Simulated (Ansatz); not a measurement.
**Geometry relaxation, with input and output: In18Sb17**

- system: In18Sb17 (defect cell, 35 atoms in the cell)
- method: DFT PBE, scalar-relativistic, plane waves, PAW (Ansatz 0.2.0)

The structure derives from a Materials Project entry. It belongs to a series of runs on one base structure; here: Sb vacancy, atoms relaxed.

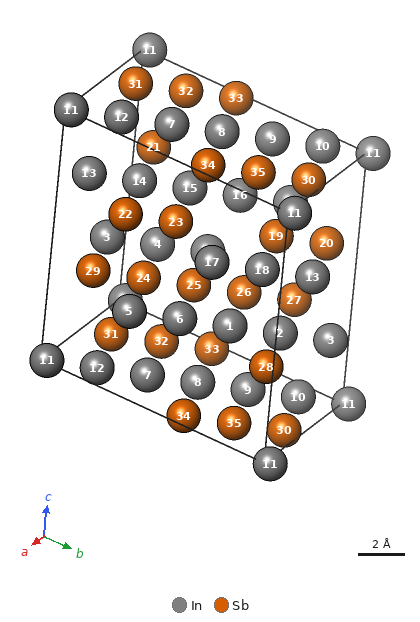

*The starting structure (spheres-only view of the cell of the calculation, seen slightly off an axis; atoms are numbered from 1 in the order of the input).*

Input:
```yaml
crystal:
  lattice:
    - [0.0, -6.2338261601, -9.2722466562]
    - [0.0, -6.2338261601, 9.2722466562]
    - [-9.273073548, 6.2338261601, 0.0]
  atoms:
    - { symbol: In, position: [0.6459048274, 0.6874285059, 0.3333333333] }
    - { symbol: In, position: [0.4792381607, 0.8540951726, 0.3333333333] }
    - { symbol: In, position: [0.3125714941, 0.0207618393, 0.3333333333] }
    - { symbol: In, position: [0.1459048274, 0.1874285059, 0.3333333333] }
    - { symbol: In, position: [0.9792381607, 0.3540951726, 0.3333333333] }
    - { symbol: In, position: [0.8125714941, 0.5207618393, 0.3333333333] }
    - { symbol: In, position: [0.6459048274, 0.3540951726, 0.0] }
    - { symbol: In, position: [0.4792381607, 0.5207618393, 0.0] }
    - { symbol: In, position: [0.3125714941, 0.6874285059, 0.0] }
    - { symbol: In, position: [0.1459048274, 0.8540951726, 0.0] }
    - { symbol: In, position: [0.9792381607, 0.0207618393, 0.0] }
    - { symbol: In, position: [0.8125714941, 0.1874285059, 0.0] }
    - { symbol: In, position: [0.6459048274, 0.0207618393, 0.6666666667] }
    - { symbol: In, position: [0.4792381607, 0.1874285059, 0.6666666667] }
    - { symbol: In, position: [0.3125714941, 0.3540951726, 0.6666666667] }
    - { symbol: In, position: [0.1459048274, 0.5207618393, 0.6666666667] }
    - { symbol: In, position: [0.9792381607, 0.6874285059, 0.6666666667] }
    - { symbol: In, position: [0.8125714941, 0.8540951726, 0.6666666667] }
    - { symbol: Sb, position: [0.3957618393, 0.7709048274, 0.6666666667] }
    - { symbol: Sb, position: [0.2290951726, 0.9375714941, 0.6666666667] }
    - { symbol: Sb, position: [0.0624285059, 0.1042381607, 0.6666666667] }
    - { symbol: Sb, position: [0.8957618393, 0.2709048274, 0.6666666667] }
    - { symbol: Sb, position: [0.7290951726, 0.4375714941, 0.6666666667] }
    - { symbol: Sb, position: [0.5624285059, 0.2709048274, 0.3333333333] }
    - { symbol: Sb, position: [0.3957618393, 0.4375714941, 0.3333333333] }
    - { symbol: Sb, position: [0.2290951726, 0.6042381607, 0.3333333333] }
    - { symbol: Sb, position: [0.0624285059, 0.7709048274, 0.3333333333] }
    - { symbol: Sb, position: [0.8957618393, 0.9375714941, 0.3333333333] }
    - { symbol: Sb, position: [0.7290951726, 0.1042381607, 0.3333333333] }
    - { symbol: Sb, position: [0.5624285059, 0.9375714941, 1.0] }
    - { symbol: Sb, position: [0.3957618393, 0.1042381607, 1.0] }
    - { symbol: Sb, position: [0.2290951726, 0.2709048274, 1.0] }
    - { symbol: Sb, position: [0.0624285059, 0.4375714941, 1.0] }
    - { symbol: Sb, position: [0.8957618393, 0.6042381607, 1.0] }
    - { symbol: Sb, position: [0.7290951726, 0.7709048274, 1.0] }
basis:
  ecutwfc: 420
kpoints:
  mp_grid: { grid: [4, 4, 4] }
hamiltonian:
  xc: pbe
scf:
  occupations: { method: gaussian, width: 0.1 }
output:
  forces: true
  stress: true
  eigenvalues: true
relax:
  adjacent_minimum: "off"
  f_tol: 0.02
  max_steps: 50
```

Hardware: 4 threads of Intel Xeon @ 2.30GHz, 28 GiB of memory available, shared host.

Command:
```bash
ansatz run input.yaml --threads 4 --pin off --max-ram 2560MiB --backend cpu --events-out ev --progress --plain --runs-dir out
```

What the program printed:
```
Warning: output.stress: scf.convergence.dr2_threshold = 1e-7 eV (the SCF's general default) is looser than the 3.5e-9 eV advised for a printed stress (1e-10 eV for each atom of the cell: 35). What an SCF threshold leaves in a stress goes as its square root, and in the free energy as the threshold itself, and one threshold admits the most on a small cell: of the crystals measured, under no hybrid functional and no lock of the moments, on runs that ended without the residual-converged pass, on stresses that held no estimate of that error, the worst erred by over 100 MPa in a component at 1e-7 eV an atom and by under 5 at 1e-10. Every solve of this run answers to scf.convergence.dr2_threshold, and the tensor of one is reported: a single SCF on the reported geometry and on this run's grids (its basis.xc_grid and basis.ecutrho_ratio typed), with scf.convergence.dr2_threshold at 3.5e-9 eV or tighter, prints it and tightens no other solve. Else set scf.convergence.dr2_threshold to 3.5e-9 eV or tighter. The threshold is an SCF's pass mark: one that does not reach it within its budget of iterations ends unconverged, or closes short of it on a stop that the run arms, and scf.convergence.dr2_threshold's page says what that costs each kind of run
Error: checkpoint.write: ck already holds an earlier run's record — point checkpoint.write elsewhere, resume that run or, if it is complete, take its recorded result, or move the directory away; unasked, a fresh run replaces only a completed run, and never one that it reads
`ansatz run` on that run's directory resumes the run, reports it if it is complete, or says why it cannot. `--resume` on an input does so where the record shows the same inputs, and else moves that run aside where it may
```

What the run reported:

| quantity | value |
| --- | --- |
| outcome | refused by the program |

What went wrong:

The program refused the input: “checkpoint.write: ck already holds an earlier run's record — point checkpoint.write elsewhere, resume that run or, if it is complete, take its recorded result, or move the directory away; unasked, a fresh run replaces only a completed run, and never one that it reads `ansatz run` on that run's directory resumes the run, reports it if it is complete, or says why it cannot …”
